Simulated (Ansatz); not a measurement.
Start from this file.

```xyz
2
Lattice="2.4731 0.0000 0.0000 -1.2365 2.1418 0.0000 0.0000 0.0000 4.0358" Properties=species:S:1:pos:R:3 pbc="T T T"
Co    1.2365    0.7139    1.0345
Co    0.0000    1.4278    3.0013
```

Question: Summarise the structure in words.

Answer: The element is cobalt. The symmetry is that of P-3m1 (No. 164), on a primitive hexagonal lattice. The cell holds two atoms. Each Co is bonded to twelve Co in an anticuboctahedral arrangement at 2.43 to 2.51 Å. The bonds build a three-dimensional framework.

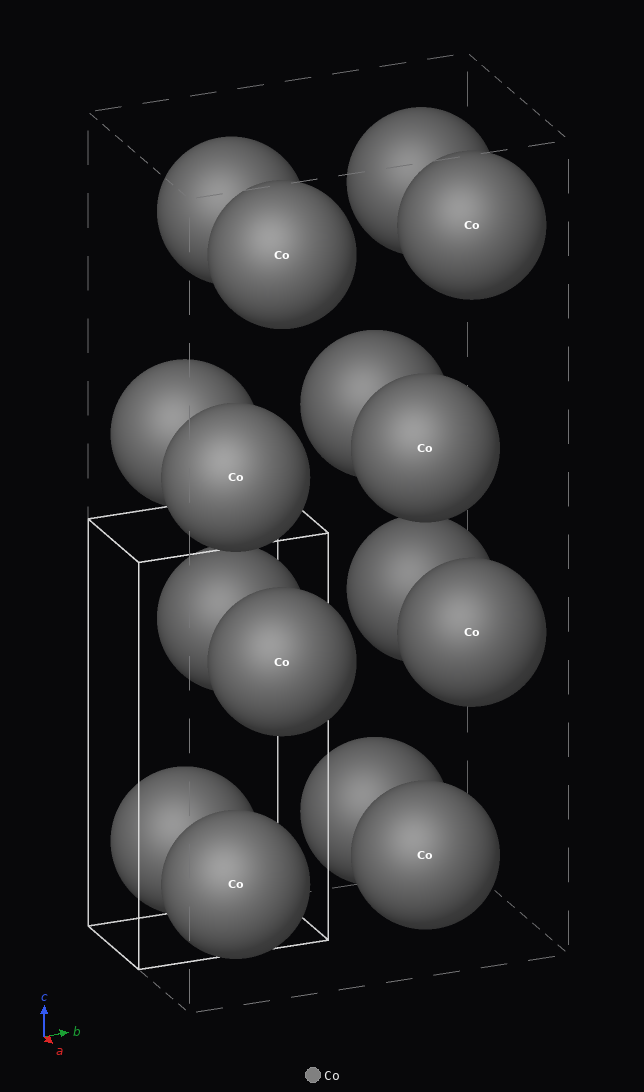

The figure gives a spheres-only picture of the atoms, viewed slightly off an axis. The picture spans 2×2×2 cells, one conventional unit cell being drawn with solid lines.

It goes back to a structure listed in the Materials Project. The geometry was optimised with DFT r2SCAN, scalar-relativistic, plane waves, PAW (Ansatz).
